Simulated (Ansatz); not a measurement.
## Run report: B$_{48}$N$_{47}$ (charge −1), single-point calculation (part 2 of 2)

The same run, continued: B$_{48}$N$_{47}$ (defect cell, 95 atoms in the cell, total charge −1); DFT, HSE06, PAW, plane waves (Ansatz 0.2.0); cutoff 420 eV, 1×1×1 k-mesh, Fermi–Dirac smearing of 0.01 eV. 

## Output, continued
```
--- Forces (eV/Å), atoms counted from 1 ---
  atom   1  B     -0.00327751     0.00401320    -0.01898197
  atom   2  B     -0.00176839    -0.01220861    -0.03543478
  atom   3  B     -0.00043149     0.00720209    -0.01586398
  atom   4  B     -0.01521906     0.02308583    -0.04762017
  atom   5  B      0.00825575     0.00035825    -0.01809521
  atom   6  B     -0.00621437    -0.01582951    -0.05431096
  atom   7  B      0.00193322     0.00498358    -0.02034119
  atom   8  B     -0.01084210     0.01240044    -0.00877669
  atom   9  B     -0.00429882     0.00876367    -0.01878772
  atom  10  B     -0.01943959    -0.01866375    -0.02778508
  atom  11  B      0.00310343     0.01026774    -0.02664656
  atom  12  B     -0.17666758    -0.05571060     0.09242970
  atom  13  B      0.00522064     0.00512479    -0.01762026
  atom  14  B     -0.01295865    -0.24934597     0.08473856
  atom  15  B     -0.00517264     0.00793773    -0.01207568
  atom  16  B      0.05825400     0.02254792    -0.06843748
  atom  17  B     -0.00538163    -0.00243705    -0.02142948
  atom  18  B     -0.01814902    -0.00577966    -0.02175640
  atom  19  B     -0.00532518     0.00238267    -0.01644991
  atom  20  B      0.06791943     0.11046430    -0.07978815
  atom  21  B     -0.00235731     0.00805280    -0.01258167
  atom  22  B     -0.07059383     0.00226201    -0.07104185
  atom  23  B     -0.00323984     0.00799228    -0.01995719
  atom  24  B     -0.01889894    -0.00397896    -0.02901198
  atom  25  B      0.00074845    -0.00823497    -0.01010025
  atom  26  B      0.01297746     0.00365990    -0.02445928
  atom  27  B     -0.00434647    -0.00645965    -0.02001042
  atom  28  B      0.00606541     0.00277012    -0.02722233
  atom  29  B      0.00323955     0.00346156    -0.01313340
  atom  30  B     -0.00070907    -0.00058967    -0.02642643
  atom  31  B     -0.01607499    -0.01571945    -0.01494686
  atom  32  B      0.01346521     0.00460695    -0.01916189
  atom  33  B      0.00839611    -0.01583391    -0.00847859
  atom  34  B      0.00033337    -0.01129485    -0.02570805
  atom  35  B      0.01540723     0.00373746    -0.01393546
  atom  36  B      0.01136084     0.00049803    -0.02519607
  atom  37  B      0.00393600     0.00418436    -0.01477445
  atom  38  B      0.00386636     0.00409835    -0.02635204
  atom  39  B     -0.01523230     0.01306193    -0.01482827
  atom  40  B     -0.01503109     0.00829667    -0.02869874
  atom  41  B      0.02902453     0.08839685    -0.09372074
  atom  42  B     -0.03120047     0.00048613    -0.04011220
  atom  43  B      0.01630375     0.01506706     0.04456552
  atom  44  B      0.01171601     0.02571668    -0.02871536
  atom  45  B     -0.00590681    -0.01122532    -0.00482560
  atom  46  B     -0.00261877    -0.00860647    -0.02758470
  atom  47  B     -0.01042547     0.00322020    -0.00531247
  atom  48  B     -0.00352382     0.00653888    -0.02698888
  atom  49  N     -0.00735739     0.00148793     0.01778404
  atom  50  N     -0.00876879     0.00594941     0.02572380
  atom  51  N      0.00351601     0.00063212     0.01452612
  atom  52  N     -0.00338466    -0.00536392     0.03624893
  atom  53  N      0.00419104     0.00434832     0.01976421
  atom  54  N      0.00116576     0.00651845     0.02917996
  atom  55  N     -0.01234017     0.00517504     0.02333992
  atom  56  N      0.00188125     0.00105563     0.01840512
  atom  57  N     -0.00329309    -0.01211876     0.01340549
  atom  58  N     -0.00034252     0.01062000     0.02996519
  atom  59  N      0.00847854    -0.02571933     0.01505100
  atom  60  N      0.00520529     0.00588886     0.03260285
  atom  61  N     -0.01493853     0.00212189    -0.00188462
  atom  62  N      0.05094582    -0.02127617     0.04553685
  atom  63  N     -0.01239034     0.00408312     0.01100230
  atom  64  N     -0.00546718    -0.00574995     0.03133118
  atom  65  N      0.00411433     0.00474729     0.02009230
  atom  66  N      0.00096873     0.00875894     0.02307815
  atom  67  N     -0.00090083     0.00028369     0.01451192
  atom  68  N     -0.00794456    -0.00964593     0.05239355
  atom  69  N      0.00162865     0.00561685     0.01417156
  atom  70  N      0.00219610    -0.00305993     0.03560585
  atom  71  N     -0.01135984    -0.00428863     0.02022306
  atom  72  N     -0.00136201     0.00494677     0.02399911
  atom  73  N      0.00549433     0.02033728     0.02177271
  atom  74  N      0.00220544    -0.00626170     0.02253084
  atom  75  N      0.03547552     0.00819493     0.02015425
  atom  76  N      0.00170836    -0.00295615     0.02016027
  atom  77  N      0.00510627     0.01020005     0.02274889
  atom  78  N      0.00264145    -0.00681736     0.02183953
  atom  79  N     -0.00728890     0.00021340     0.04163697
  atom  80  N     -0.00865990    -0.00884109     0.01146445
  atom  81  N      0.00357021    -0.06785162    -0.00104094
  atom  82  N     -0.00296514    -0.00325037     0.01716099
  atom  83  N      0.01160593    -0.00502034     0.01599649
  atom  84  N      0.00261300    -0.00588057     0.02342652
  atom  85  N      0.02402434    -0.00176603     0.01759018
  atom  86  N      0.00513651    -0.00743548     0.02329369
  atom  87  N      0.07150407    -0.03047441     0.00296653
  atom  88  N      0.00320884    -0.00712501     0.01705556
  atom  89  N     -0.00197460    -0.00977916     0.01214727
  atom  90  N     -0.01141181     0.16376450    -0.02705894
  atom  91  N      0.00110196    -0.01447017     0.02967604
  atom  92  N      0.01594959    -0.00253008     0.01146331
  atom  93  N      0.00026155    -0.00026790     0.03129920
  atom  94  N      0.04648586     0.01839518     0.02712705
  atom  95  N      0.00360146    -0.00915118     0.03261324
  max |Σ_I F_I| component: 3.29e-4 eV/Å
--- Charged-cell corrections in eV (Makov–Payne, q = -1.000 e, ε = 7.000) ---
  F (periodic)     = -25629.391363  (uncorrected; the corrections below are reported, never added to it)
  E_corr1          = +0.351259  (monopole, q²α_M/2εL)
  F Makov-Payne    = -25629.040104  (F + E_corr1; no measured alignment; for a localised charge, not one spread in a band: unchecked)
--- Band table (eV) ---
  k-point 0: bands = ["-11.6349", "-10.9377", "-10.8012", "-10.6593", "-10.1268", "-9.9734", "-9.8506", "-9.5475", "-9.3436", "-9.1796", ... 75 levels left out ..., "2.5415", "2.5752", "2.6610", "2.7299", "2.8535", "2.8896", "2.9599", "3.0091", "3.1370", "3.1899", "3.4042", "3.4531", "3.6700", "3.8099", "3.9373", "3.9757", "4.1752", "4.2222", "4.2538", "4.3168", "4.4089", "4.4933", "4.5535", "4.6005", "4.6490", "4.6731", "4.7303", "4.7643", "4.8551",
      "4.9539", "4.9741", "5.0163", "5.1034", "5.1586", "5.2099", "5.2356", "5.2889", "5.4023", "5.4390", "5.4801", "5.6000", "5.7111", "5.7995", "5.8341", "5.8820", "5.9312", "5.9633", "5.9783", "6.0168", "6.0347", "6.0443", "6.1215", "6.1631", "6.2190", "6.2512", "6.2648", "6.3595", "6.4459", "6.4800", "6.5456", "6.6337", "6.7273", "6.8242", "6.8719", "6.9472", "6.9819", "7.0523", "7.0583", "7.0924",
      "7.0992", "7.1387", "7.1804", "7.2196", "7.2431", "7.2823", "7.3166", "7.3518", "7.4012", "7.4245", "7.4720", "7.5233", "7.5493", "7.6001", "7.6656", "7.7389", "7.7619", "7.9163", "8.0099", "8.0506", "8.1860", "8.2502", "8.2844", "8.4113", "8.5252", "8.6640", "8.7112", "8.8503", "9.0007", "9.0540", "9.1519", "9.3466", "9.5308", "9.8026", "10.3016", "12.9957", "16.0615", "17.1898", "17.8781", "18.0850",
      "18.4492", "18.5387", "18.7512", "18.8842", "18.9647", "19.1642", "19.2251", "19.2928", "19.3332", "19.3909", "19.4365", "19.5164", "19.5336", "19.6278", "19.6616", "19.7106", "19.7512", "19.8518", "19.9669", "20.0268", "20.0557", "20.1076", "20.1494", "20.2458", "20.3299", "20.3948", "20.5034", "20.5699", "20.6840", "20.8402", "20.9163", "20.9570", "21.0286", "21.0924", "21.1594", "21.2095", "21.2667", "21.3817", "21.4498", "21.5379",
      "21.5906", "21.6779", "21.6945", "21.8217", "21.8735", "21.9868", "22.0644", "22.1460", "22.2963", "22.3251", "22.3948", "22.4502", "22.5023", "22.5165", "22.5523", "22.6035", "22.6185", "22.6441", "22.7275", "22.7604", "22.8267", "22.8684", "22.8765", "22.9157", "22.9507", "22.9937", "23.0350", "23.1234", "23.1467", "23.2153", "23.2574", "23.3273", "23.3560", "23.4089", "23.4577", "23.5183", "23.5770", "23.6078", "23.6655", "23.7078",
      "23.7865", "23.8471", "23.9072", "23.9232", "23.9595", "23.9860", "24.1012", "24.1210", "24.2378", "24.2987", "24.3558"]
--- Löwdin populations: 95 sites ---
  site symbol       q [e]
     0      B      2.6617
     1      B      2.6656
     2      B      2.6622
     3      B      2.6644
     4      B      2.6632
     5      B      2.6512
     6      B      2.6621
     7      B      2.6531
     8      B      2.6623
     9      B      2.6610
    10      B      2.6556
    11      B      2.8624
    12      B      2.6623
    13      B      2.8907
    14      B      2.6640
    15      B      2.6676
    16      B      2.6628
    17      B      2.6628
    18      B      2.6653
    19      B      2.7575
    20      B      2.6646
    21      B      2.6640
    22      B      2.6616
    23      B      2.6615
    24      B      2.6577
    25      B      2.6626
    26      B      2.6596
    27      B      2.6642
    28      B      2.6585
    29      B      2.6611
    30      B      2.6553
    31      B      2.6593
    32      B      2.6572
    33      B      2.6587
    34      B      2.6584
    35      B      2.6619
    36      B      2.6609
    37      B      2.6622
    38      B      2.6629
    39      B      2.6649
    40      B      2.7804
    41      B      2.6564
    42      B      2.6685
    43      B      2.6575
    44      B      2.6570
    45      B      2.6637
    46      B      2.6541
    47      B      2.6616
    48      N      5.3203
    49      N      5.3214
    50      N      5.3206
    51      N      5.3203
    52      N      5.3211
    53      N      5.3203
    54      N      5.3224
    55      N      5.3201
    56      N      5.3234
    57      N      5.3188
    58      N      5.3154
    59      N      5.3012
    60      N      5.3126
    61      N      5.3060
    62      N      5.3216
    63      N      5.3210
    64      N      5.3218
    65      N      5.3213
    66      N      5.3094
    67      N      5.3172
    68      N      5.3244
    69      N      5.3192
    70      N      5.3216
    71      N      5.3215
    72      N      5.3235
    73      N      5.3218
    74      N      5.3215
    75      N      5.3213
    76      N      5.3215
    77      N      5.3216
    78      N      5.3044
    79      N      5.3193
    80      N      5.3128
    81      N      5.3220
    82      N      5.3212
    83      N      5.3216
    84      N      5.3216
    85      N      5.3214
    86      N      5.3380
    87      N      5.3193
    88      N      5.3196
    89      N      5.4369
    90      N      5.3238
    91      N      5.3151
    92      N      5.3224
    93      N      5.3096
    94      N      5.3218
  spilling = 0.003951 (of n_electrons = 380.000000)
```

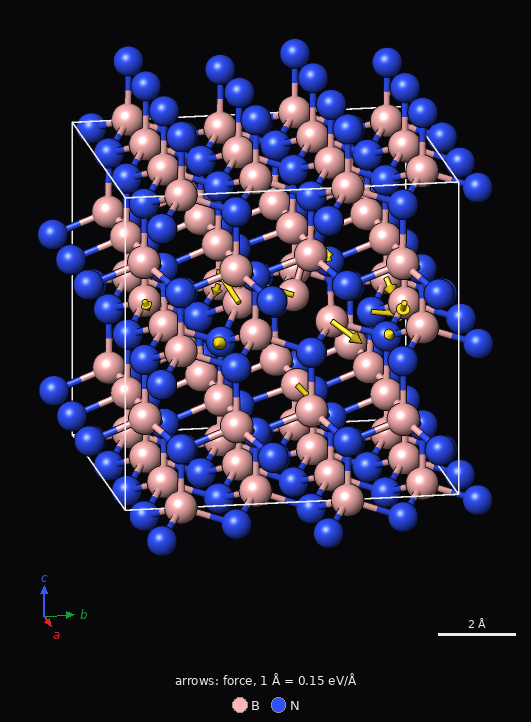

Forces on the atoms as yellow arrows (ball-and-stick view of the cell of the calculation, seen slightly off an axis; bonded neighbours outside the cell are drawn too); the smallest are left out. The largest act on B14 (0.26 eV/Å); B12 (0.21 eV/Å); N90 (0.17 eV/Å); B20 (0.15 eV/Å), among others. Atoms are counted from 1 in the order of the input and aren't labelled in the picture. 

## Summary

| quantity | value |
| --- | --- |
| outcome | converged |
| electrons treated | 380 |
| free energy | −25629.3914 eV |
| Fermi energy | 14.529 eV |
| largest force (length of the vector) | 0.264 eV/Å |
| hardware | 8 threads of Arm Neoverse-V1, 18 GiB of memory available, shared host |
| wall time | 2.9 min (CPU time 22 min) |
| peak memory | 3.3 GiB |

## Notes

The k-point mesh is coarse for a cell of this size, so the results may not be converged.
